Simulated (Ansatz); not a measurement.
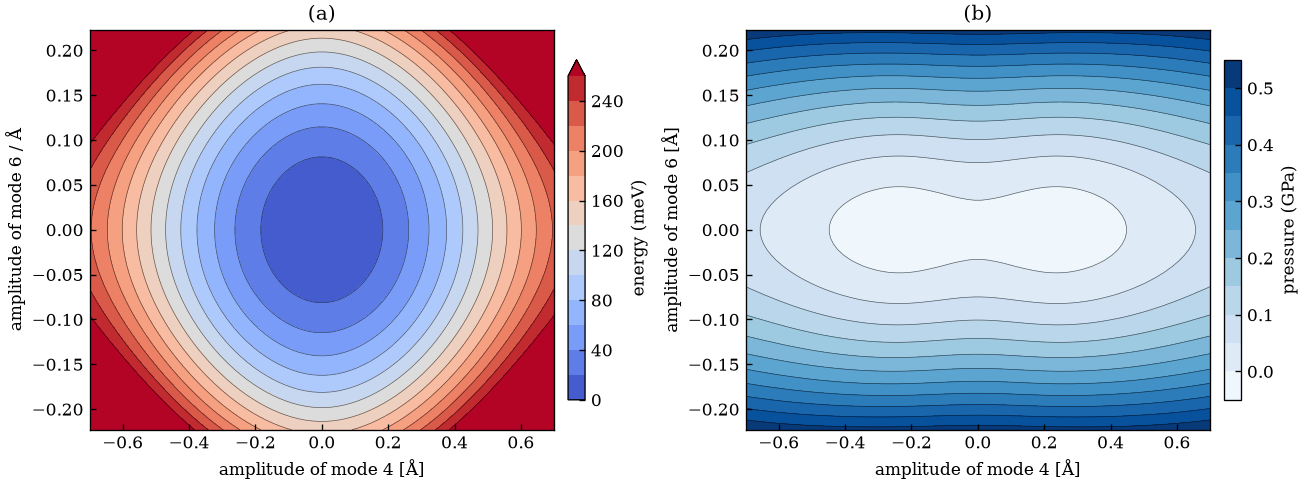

Sr (P6_3/mmc, No. 194; 2 atoms in the cell). The energy is mapped over two normal modes frozen in (zone-centre modes of the 2-atom cell of this scan). The first coordinate is: amplitude of mode 4 (43 cm⁻¹), largest displacement; the second: amplitude of mode 6 (97 cm⁻¹), largest displacement. Nothing is relaxed (the cell and all other modes fixed). The grid has 7 × 7 points; 16 points were computed and 33 follow by symmetry. Points are written as (first, second). Energies: meV per cell, counted from the lowest grid point. The calculation used DFT PBEsol, scalar-relativistic, plane waves, PAW in Ansatz 0.2.0. Settings: cutoff 420 eV, k-mesh 12×12×8 in the order of the run's cell vectors, gaussian smearing 0.15 eV, no spin polarisation.

Panel (a) is the energy and panel (b) the computed pressure on the same grid.

The picture shows filled contours, one colour for all values above the top of the scale. Between grid points the surface is interpolated.

Question: How does the pressure vary over the map, and what is it at the lowest grid point?

Answer: It runs from −0.03 GPa at (−0.233 Å, 0.000 Å) to 0.55 GPa at (−0.700 Å, −0.223 Å). At the lowest grid point, (0.000 Å, 0.000 Å), it is −0.01 GPa.
